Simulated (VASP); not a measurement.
# C: band-structure run

The run: band-structure run of C (Fd-3m, 2 atoms in the cell). Method and program: Kohn-Sham DFT of a periodic cell, PBE, VASP PAW PBE potentials, soft, no spin polarisation (VASP 6.6.1).

The structure derives from an entry of the Crystallography Open Database.

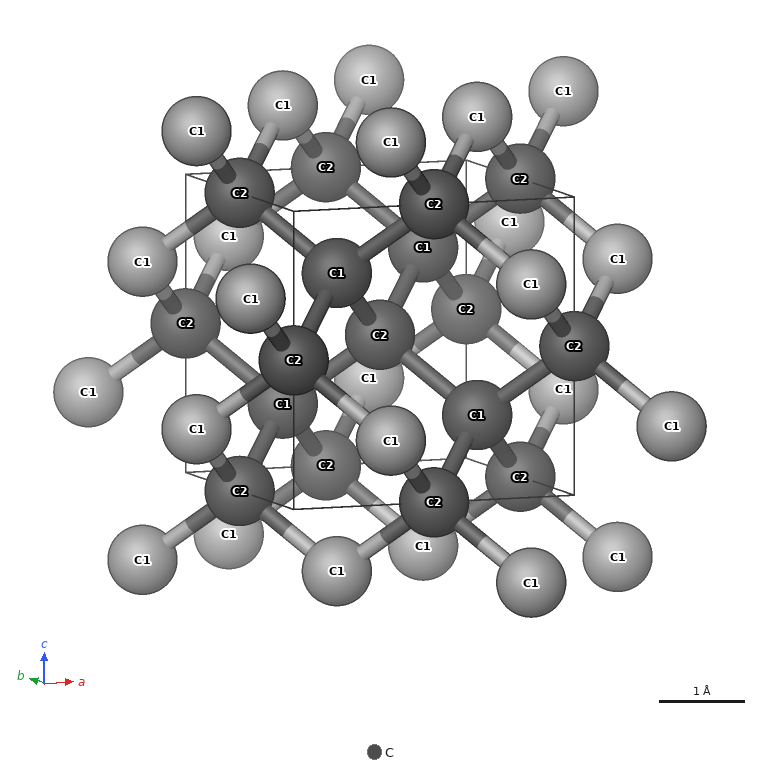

Fig. 1: The structure as given in the input (ball-and-stick view of the cell 4 times as large as that of the calculation, set on its symmetry axes, seen slightly off an axis; neighbours outside the cell are drawn fainter; atoms are numbered from 1 in the order of the input).

INCAR
```
SYSTEM = C
  PREC = Accurate
  ENCUT = 400
  EDIFF = 1E-7
  ISMEAR = -1
  SIGMA = 0.05
  LREAL = .FALSE.
  LASPH = .TRUE.
  NELM = 100
  ALGO = Normal
  ISIF = 2
  LWAVE = .FALSE.
  LCHARG = .FALSE.
  GGA = PE
```

KPOINTS
```
Automatic mesh
0
G
  13 13 13
  0 0 0
```

KPOINTS_OPT
```
path GXWKGLUWLK,UX
15
line-mode
reciprocal
 0.0000000000  0.0000000000  0.0000000000  G
 0.5000000000  0.0000000000  0.5000000000  X

 0.5000000000  0.0000000000  0.5000000000  X
 0.5000000000  0.2500000000  0.7500000000  W

 0.5000000000  0.2500000000  0.7500000000  W
 0.3750000000  0.3750000000  0.7500000000  K

 0.3750000000  0.3750000000  0.7500000000  K
 0.0000000000  0.0000000000  0.0000000000  G

 0.0000000000  0.0000000000  0.0000000000  G
 0.5000000000  0.5000000000  0.5000000000  L

 0.5000000000  0.5000000000  0.5000000000  L
 0.6250000000  0.2500000000  0.6250000000  U

 0.6250000000  0.2500000000  0.6250000000  U
 0.5000000000  0.2500000000  0.7500000000  W

 0.5000000000  0.2500000000  0.7500000000  W
 0.5000000000  0.5000000000  0.5000000000  L

 0.5000000000  0.5000000000  0.5000000000  L
 0.3750000000  0.3750000000  0.7500000000  K

 0.6250000000  0.2500000000  0.6250000000  U
 0.5000000000  0.0000000000  0.5000000000  X
```

POSCAR
```
C
1.0
    0.0000000000      1.7833700000      1.7833700000
    1.7833700000      0.0000000000      1.7833700000
    1.7833700000      1.7833700000      0.0000000000
C
2
Direct
    0.7500000000      0.7500000000      0.7500000000
    0.5000000000      0.5000000000      0.5000000000
```

Run on 1 thread of Intel Xeon (Granite Rapids), 144 GiB of memory available, shared host.

Launch command:
```bash
cat potpaw_PBE.64/C_s/POTCAR > POTCAR
mpirun -np 1 vasp_std > vasp.out
```

OSZICAR
```
N       E                     dE             d eps       ncg     rms          rms(c)
DAV:   1     0.304821530262E+02    0.30482E+02   -0.41130E+03  1376   0.847E+02
DAV:   2    -0.179699201866E+02   -0.48452E+02   -0.46127E+02  1752   0.261E+02
DAV:   3    -0.188197515718E+02   -0.84983E+00   -0.84983E+00  1872   0.312E+01
DAV:   4    -0.188226626634E+02   -0.29111E-02   -0.29111E-02  1752   0.181E+00
DAV:   5    -0.188226661917E+02   -0.35283E-05   -0.35283E-05  1776   0.692E-02    0.166E+01
DAV:   6    -0.183250329599E+02    0.49763E+00   -0.36463E-01  1968   0.889E+00    0.117E+01
DAV:   7    -0.181568134187E+02    0.16822E+00   -0.50389E-01  2008   0.103E+01    0.247E+00
DAV:   8    -0.181531201802E+02    0.36932E-02   -0.96116E-03  1640   0.154E+00    0.133E-01
DAV:   9    -0.181531000363E+02    0.20144E-04   -0.20982E-04  1928   0.207E-01    0.369E-02
DAV:  10    -0.181531121902E+02   -0.12154E-04   -0.56391E-06  1376   0.288E-02    0.793E-03
DAV:  11    -0.181531145778E+02   -0.23876E-05   -0.24939E-06  1768   0.182E-02    0.304E-03
DAV:  12    -0.181531146120E+02   -0.34225E-07   -0.23806E-08  1184   0.222E-03
   1 F= -.18153115E+02 E0= -.18153115E+02  d E =-.249900E-10
       N       E                     dE             ncg
DAV:   1     0.607004756329E+04   -0.19231E+05     1376
DAV:   2     0.180826163629E+04   -0.42618E+04     1800
DAV:   3     0.175895505665E+04   -0.49307E+02     1808
DAV:   4     0.175882954086E+04   -0.12552E+00     1840
DAV:   5     0.175882939241E+04   -0.14845E-03     1744
DAV:   6     0.175882939236E+04   -0.49791E-07     1928
       N       E                     dE             ncg
DAV:   1     0.905080527208E+04   -0.23677E+05     1096
DAV:   2     0.636824629326E+04   -0.26826E+04     1256
DAV:   3     0.632334336155E+04   -0.44903E+02     1600
DAV:   4     0.632320538826E+04   -0.13797E+00     1368
DAV:   5     0.632320529917E+04   -0.89083E-04     1464
DAV:   6     0.632320529906E+04   -0.11229E-06     1408
DAV:   7     0.632320529906E+04   -0.24193E-09     1576
```

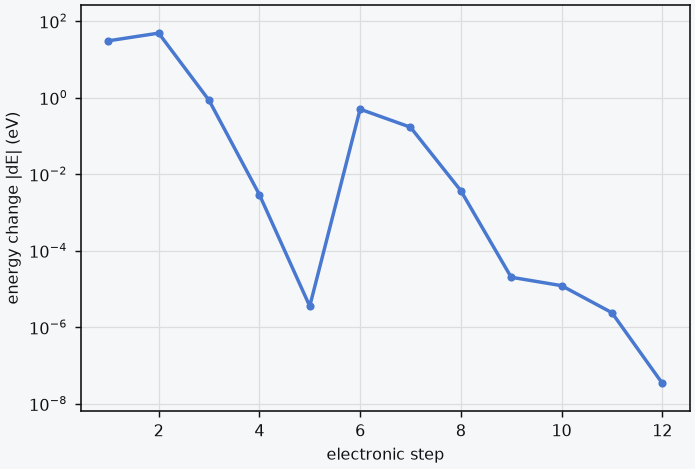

Fig. 2: Convergence of the self-consistent field: energy change |dE| against the electronic step. It takes 12 electronic steps. The density is held fixed in the first few steps, and dE rises again when its update begins.

Parts of OUTCAR
```
SYSTEM = C
   PREC = Accurate
   ENCUT = 400
   EDIFF = 1E-7
   ISMEAR = -1
   LREAL = .FALSE.
   LASPH = .TRUE.
   NELM = 100
   ISIF = 2
   GGA = PE

 ion  position               nearest neighbor table
   1  0.750  0.750  0.750-   2 1.54   2 1.54   2 1.54   2 1.54
   2  0.500  0.500  0.500-   1 1.54   1 1.54   1 1.54   1 1.54

  LATTYP: Found a face centered cubic cell.
 ALAT       =     3.5667400000

  Lattice vectors:

 A1 = (   0.0000000000,   1.7833700000,   1.7833700000)
 A2 = (   1.7833700000,   0.0000000000,   1.7833700000)
 A3 = (   1.7833700000,   1.7833700000,   0.0000000000)

Analysis of symmetry for initial positions (statically):
=====================================================================
 Subroutine PRICEL returns:
 Original cell was already a primitive cell.

 Routine SETGRP: Setting up the symmetry group for a
 face centered cubic supercell.

 Subroutine GETGRP returns: Found 48 space group operations
 (whereof 24 operations were pure point group operations)
 out of a pool of 48 trial point group operations.

The static configuration has the point symmetry T_d .
 The point group associated with its full space group is O_h .

Analysis of symmetry for dynamics (positions and initial velocities):
=====================================================================
 Subroutine PRICEL returns:
 Original cell was already a primitive cell.

 Routine SETGRP: Setting up the symmetry group for a
 face centered cubic supercell.

 Subroutine GETGRP returns: Found 48 space group operations
 (whereof 24 operations were pure point group operations)
 out of a pool of 48 trial point group operations.

The dynamic configuration has the point symmetry T_d .
 The point group associated with its full space group is O_h .

 Subroutine INISYM returns: Found 48 space group operations
 (whereof 24 operations are pure point group operations),
 and found     1 'primitive' translations

----------------------------------------------------------------------------------------

                                     Primitive cell

  volume of cell :      11.3437

  direct lattice vectors                    reciprocal lattice vectors
     0.000000000  1.783370000  1.783370000    -0.280368067  0.280368067  0.280368067
     1.783370000  0.000000000  1.783370000     0.280368067 -0.280368067  0.280368067
     1.783370000  1.783370000  0.000000000     0.280368067  0.280368067 -0.280368067

  length of vectors
     2.522066041  2.522066041  2.522066041     0.485611737  0.485611737  0.485611737

  position of ions in fractional coordinates (direct lattice)
     0.750000000  0.750000000  0.750000000
     0.500000000  0.500000000  0.500000000

  ion indices of the primitive-cell ions
   primitive index   ion index
                 1           1
                 2           2

----------------------------------------------------------------------------------------

 KPOINTS: Automatic mesh

Automatic generation of k-mesh.
 Grid dimensions read from file:
 generate k-points for:   13   13   13

 Generating k-lattice:

  Cartesian coordinates                     Fractional coordinates (reciprocal lattice)
    -0.021566774  0.021566774  0.021566774     0.076923077  0.000000000  0.000000000
     0.021566774 -0.021566774  0.021566774     0.000000000  0.076923077  0.000000000
     0.021566774  0.021566774 -0.021566774     0.000000000  0.000000000  0.076923077

  Length of vectors
     0.037354749  0.037354749  0.037354749

  Shift w.r.t. Gamma in fractional coordinates (k-lattice)
     0.000000000  0.000000000  0.000000000

 Subroutine IBZKPT returns following result:
 ===========================================

 Found     84 irreducible k-points:

 Following reciprocal coordinates:
            Coordinates               Weight
  0.000000  0.000000  0.000000      1.000000
  0.076923  0.000000  0.000000      8.000000
  0.153846  0.000000  0.000000      8.000000
  0.230769  0.000000  0.000000      8.000000
  0.307692  0.000000  0.000000      8.000000
  0.384615  0.000000  0.000000      8.000000
  0.461538  0.000000  0.000000      8.000000
  0.076923  0.076923  0.000000      6.000000
  0.153846  0.076923  0.000000     24.000000
  0.230769  0.076923  0.000000     24.000000
  0.307692  0.076923  0.000000     24.000000
  0.384615  0.076923  0.000000     24.000000
  0.461538  0.076923  0.000000     24.000000
 -0.461538  0.076923  0.000000     24.000000
 -0.384615  0.076923  0.000000     24.000000
 -0.307692  0.076923  0.000000     24.000000
 -0.230769  0.076923  0.000000     24.000000
 -0.153846  0.076923  0.000000     24.000000
 -0.076923  0.076923  0.000000     12.000000
  0.153846  0.153846  0.000000      6.000000
  0.230769  0.153846  0.000000     24.000000
  0.307692  0.153846  0.000000     24.000000
  0.384615  0.153846  0.000000     24.000000
  0.461538  0.153846  0.000000     24.000000
 [... further k-points ...]
   k-points           NKPTS =     84   k-points in BZ     NKDIM =     84   number of bands    NBANDS=      8
   number of dos      NEDOS =    301   number of ions     NIONS =      2
   total plane-waves  NPLWV =   4096
   dimension x,y,z NGX =    16 NGY =   16 NGZ =   16
   dimension x,y,z NGXF=    32 NGYF=   32 NGZF=   32
   ions per type =               2
   NGX,Y,Z   is equivalent  to a cutoff of  10.55, 10.55, 10.55 a.u.
   NGXF,Y,Z  is equivalent  to a cutoff of  21.09, 21.09, 21.09 a.u.
 SYSTEM =  C
   PREC   = accura    normal or accurate (medium, high low for compatibility)
   ISTART =      0    job   : 0-new  1-cont  2-samecut
   ICHARG =      2    charge: 1-file 2-atom 10-const
   ISPIN  =      1    spin polarized calculation?
   LNONCOLLINEAR =      F non collinear calculations
   LSORBIT =      F    spin-orbit coupling
   LASPH  =      T    aspherical Exc in radial PAW
   ENCUT  =  400.0 eV  29.40 Ry    5.42 a.u.   4.11  4.11  4.11*2*pi/ulx,y,z
   NELM   =    100;   NELMIN=  2; NELMDL= -5     # of ELM steps
   EDIFF  = 0.1E-06   stopping-criterion for ELM
   LREAL  =      F    real-space projection
   EDIFFG = 0.1E-05   stopping-criterion for IOM
   NSW    =      0    number of steps for IOM
   IBRION =     -1    ionic relax: 0-MD 1-quasi-New 2-CG
   NFREE  =      0    steps in history (QN), initial steepest desc. (CG)
   ISIF   =      2    stress and relaxation
   ISYM   =      2    0-nonsym 1-usesym 2-fastsym
   POTIM  = 0.5000    time-step for ionic-motion
   TEBEG  =    0.0;   TEEND  =   0.0 temperature during run
   PSTRESS=    0.0 pullay stress
   NELECT =       8.0000    total number of electrons
   NUPDOWN=      -1.0000    fix difference up-down
   EMIN   =  10.00;   EMAX   =-10.00  energy-range for DOS
   EFERMI =   0.00;   METHOD = LEGACY
   ISMEAR =    -1;   SIGMA  =   0.05  broadening in eV -4-tet -1-fermi 0-gaus
   EFERMI_NEDOS =   21; number of points for ismear=-14 and -15
   IALGO  =     38    algorithm
   IMIX   =      4    mixing-type and parameters
     AMIX     =   0.40;   BMIX     =  1.00
     AMIX_MAG =   1.60;   BMIX_MAG =  1.00
  volume/ion in A,a.u.               =       5.67        38.28
  Fermi-wavevector in a.u.,A,eV,Ry     =   1.457203  2.753714 28.891161  2.123440
  Thomas-Fermi vector in A             =   2.574032
   LORBIT       =      0    0 simple, 1 ext, 2 COOP (PROOUT), +10 PAW based schemes
   GGA     = PE    functional components
   LHFCALC =     F    Hartree Fock is set to
   AEXX    =    0.0000 exact exchange contribution
   IVDW    =     0    specifies the selected vdW correction
   LEPSILON=     F    determine dielectric tensor
   LRPA    =     F    only Hartree local field effects (RPA)
 non-spin polarized calculation
  energy-cutoff  :      400.00
  volume of cell :       11.34
 maximum number of plane-waves:       214
   NGX =  9   NGY =  9   NGZ =  9

 number of electron       8.0000004 magnetization

 Free energy of the ion-electron system (eV)
  ---------------------------------------------------
  ext. energy  EPLUGINS =         0.00000000
  ---------------------------------------------------
  free energy    TOTEN  =       -18.15311461 eV

  energy without entropy =      -18.15311461  energy(sigma->0) =      -18.15311461

 E-fermi :  12.1500     XC(G=0): -13.2250     alpha+bet :-19.2248

 val. band max:       11.2235164484   @ k =   0.0000   0.0000   0.0000
 cond. band min:      15.3785979472   @ k =   0.3846   0.3846   0.0000
 fundamental gap:      4.1550814989
 Fermi energy:        12.1500128746

 k-point     1 :       0.0000    0.0000    0.0000
  band No.  band energies     occupation
      1     -10.2652      2.00000
      2      11.2235      2.00000
      3      11.2235      2.00000
      4      11.2235      2.00000
      5      16.8069      0.00000
      6      16.8069      0.00000
      7      16.8069      0.00000
      8      24.5484      0.00000

 k-point     2 :       0.0769    0.0000    0.0000
  band No.  band energies     occupation
      1     -10.1015      2.00000
      2      10.1552      2.00000
      3      10.9436      2.00000
      4      10.9436      2.00000
      5      17.1726      0.00000
      6      17.1726      0.00000
      7      17.4371      0.00000
      8      24.6881      0.00000

 k-point     3 :       0.1538    0.0000    0.0000
  band No.  band energies     occupation
      1      -9.6121      2.00000
      2       7.8838      2.00000
      3      10.3123      2.00000
      4      10.3123      2.00000
      5      18.0003      0.00000
      6      18.0003      0.00000
      7      18.4666      0.00000
      8      25.0938      0.00000

 k-point     4 :       0.2308    0.0000    0.0000
  band No.  band energies     occupation
      1      -8.8025      2.00000
      2       5.2807      2.00000
      3       9.6284      2.00000
      4       9.6284      2.00000
      5      18.8373      0.00000
      6      18.8373      0.00000
      7      19.2339      0.00000
      8      25.6866      0.00000

 k-point     5 :       0.3077    0.0000    0.0000
  band No.  band energies     occupation
      1      -7.6863      2.00000
      2       2.6777      2.00000
      3       9.0507      2.00000
      4       9.0507      2.00000
      5      19.3911      0.00000
      6      19.3911      0.00000
      7      19.6994      0.00000
      8      26.2901      0.00000

 [... the levels of 18 k-points are left out ...]

 k-point    24 :       0.4615    0.1538    0.0000
  band No.  band energies     occupation
      1      -5.2541      2.00000
      2      -0.0289      2.00000
      3       6.7818      2.00000
      4       7.3087      2.00000
      5      18.3164      0.00000
      6      21.8070      0.00000
      7      22.1209      0.00000
      8      25.1398      0.00000

 [... further k-points ...]

------------------------ aborting loop because EDIFF is reached ----------------------------------------

  FORCE on cell =-STRESS in cart. coord.  units (eV):
  Direction    XX          YY          ZZ          XY          YZ          ZX
  --------------------------------------------------------------------------------------
  -------------------------------------------------------------------------------------
  Total        0.2155286      0.2155286      0.2155286      0.0000000      0.0000000     -0.0000000
  in kB       30.4411491     30.4411491     30.4411491      0.0000000      0.0000000     -0.0000000
  external PRESSURE =      30.4411491 kB  Pullay stress =       0.0000000 kB

 VOLUME and BASIS-vectors are now :
 -----------------------------------------------------------------------------
  energy-cutoff  :      400.00
  volume of cell :       11.34
      direct lattice vectors                 reciprocal lattice vectors
     0.000000000  1.783370000  1.783370000    -0.280368067  0.280368067  0.280368067
     1.783370000  0.000000000  1.783370000     0.280368067 -0.280368067  0.280368067
     1.783370000  1.783370000  0.000000000     0.280368067  0.280368067 -0.280368067

 POSITION                                       TOTAL-FORCE (eV/Angst)
 -----------------------------------------------------------------------------------
      2.67505      2.67505      2.67505         0.000000      0.000000      0.000000
      1.78337      1.78337      1.78337        -0.000000     -0.000000     -0.000000
 -----------------------------------------------------------------------------------
    total drift:                                0.000000      0.000000      0.000000

  FREE ENERGIE OF THE ION-ELECTRON SYSTEM (eV)
  ---------------------------------------------------
  free  energy   TOTEN  =       -18.1531146120 eV

  energy  without entropy=      -18.1531146120  energy(sigma->0) =      -18.15311461
```

CONTCAR
```
C
   1.00000000000000
     0.0000000000000000    1.7833699999999999    1.7833699999999999
     1.7833699999999999    0.0000000000000000    1.7833699999999999
     1.7833699999999999    1.7833699999999999    0.0000000000000000
  C
     2
Direct
     0.7500000000000000    0.7500000000000000    0.7500000000000000
     0.5000000000000000    0.5000000000000000    0.5000000000000000

  0.00000000E+00  0.00000000E+00  0.00000000E+00
  0.00000000E+00  0.00000000E+00  0.00000000E+00
```

Results in brief

```json
{"quantity": "outcome", "value": "converged"}
{"quantity": "space group (tolerance 0.01 Å)", "value": "Fd-3m (227)"}
{"quantity": "electrons treated", "value": "8"}
{"quantity": "free energy", "value": "−18.1531 eV"}
{"quantity": "Fermi energy of the self-consistent step", "value": "12.150 eV"}
{"quantity": "gap on the k-point mesh", "value": "4.16 eV"}
{"quantity": "gap on the band path", "value": "4.14 eV"}
{"quantity": "pressure", "value": "3.04 GPa"}
{"quantity": "largest force (length of the vector)", "value": "under 0.001 eV/Å"}
{"quantity": "wall time", "value": "3.4 s"}
{"quantity": "peak memory", "value": "0.11 GiB"}
```
